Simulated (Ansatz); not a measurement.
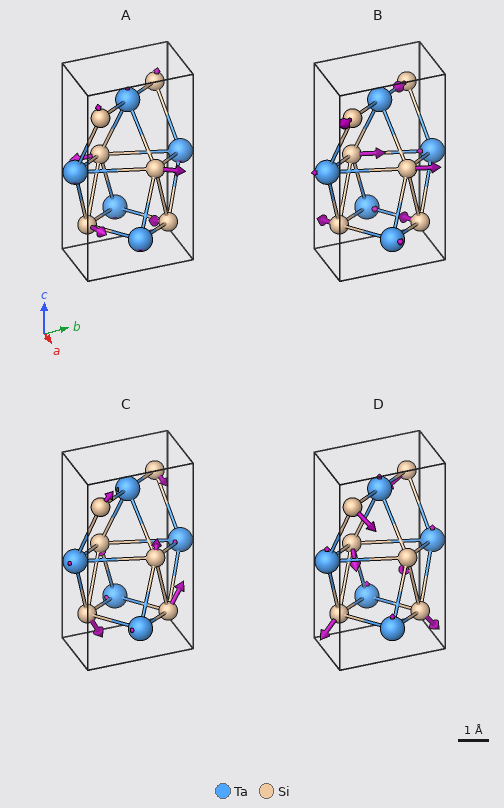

Modes of crystalline TaSi₂, space group P6₂22 (No. 180), at the zone centre (one member of each degenerate set). The purple arrows give the relative displacements of the atoms. Style: ball-and-stick. Shown: the cell of the calculation, slightly off an axis.

Computed with DFT PBEsol, scalar-relativistic, plane waves, PAW (Ansatz 0.2.0).

**Give the symmetry species and the selection rules of each.**

A is E₂, Raman-active by symmetry (300 cm⁻¹). B is B₂, silent by symmetry (neither infrared- nor Raman-active) (252 cm⁻¹). C is E₁, infrared- and Raman-active by symmetry (364 cm⁻¹). D is A₂, infrared-active by symmetry (234 cm⁻¹). In a metal the free carriers screen the infrared response.
